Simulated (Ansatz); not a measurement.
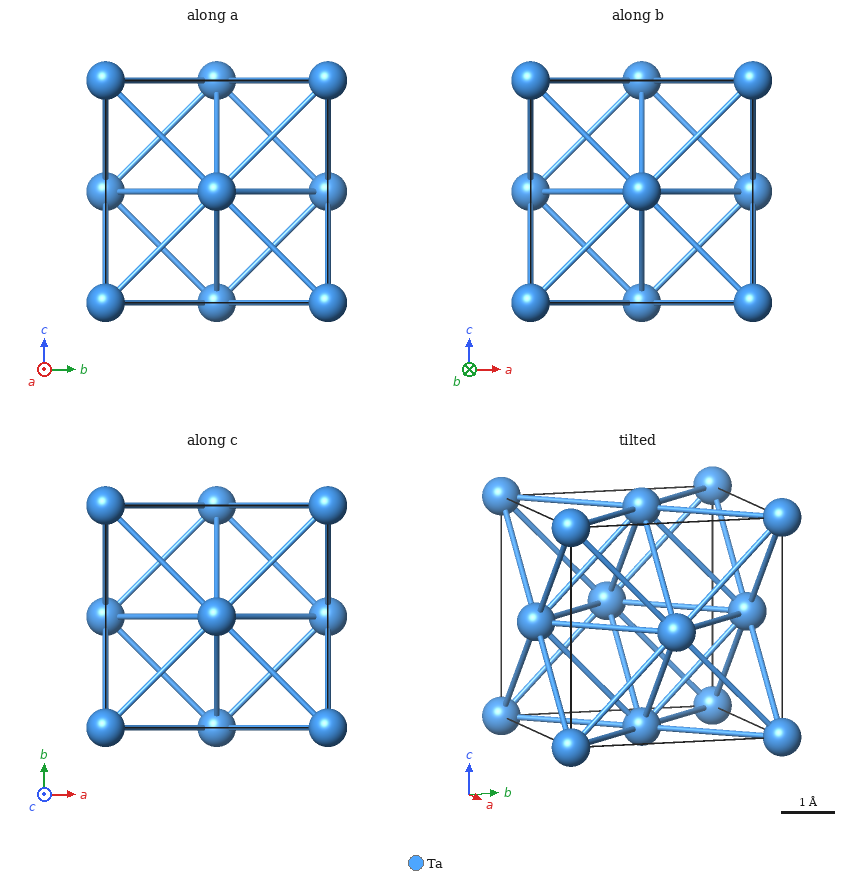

A ball-and-stick rendering, viewed along the a axis, along the b axis, along the c axis and slightly off an axis. The conventional unit cell is outlined; an atom on or near a face, edge or corner is repeated at each equivalent position.

Lattice parameters: a = 4.2326 Å, b = 4.2326 Å, c = 4.2326 Å, α = 90.000°, β = 90.000°, γ = 90.000°.

> Convert the drawing into a CIF with its space group and independent sites.

```cif
data_structure
_symmetry_space_group_name_H-M 'F m -3 m'
_symmetry_Int_Tables_number 225
_cell_length_a 4.2326
_cell_length_b 4.2326
_cell_length_c 4.2326
_cell_angle_alpha 90.000
_cell_angle_beta 90.000
_cell_angle_gamma 90.000
_cell_volume 75.82
loop_
_atom_site_label
_atom_site_type_symbol
_atom_site_symmetry_multiplicity
_atom_site_Wyckoff_symbol
_atom_site_fract_x
_atom_site_fract_y
_atom_site_fract_z
_atom_site_occupancy
Ta1 Ta 4 a 0.0000 0.0000 0.0000 1
```

Starting structure: a structure type filled with this element by a generator (whether the element takes this form wasn't checked). Earlier steps of the study may have refined or changed the cell and positions. Ansatz was used for an electronic-structure calculation on it.
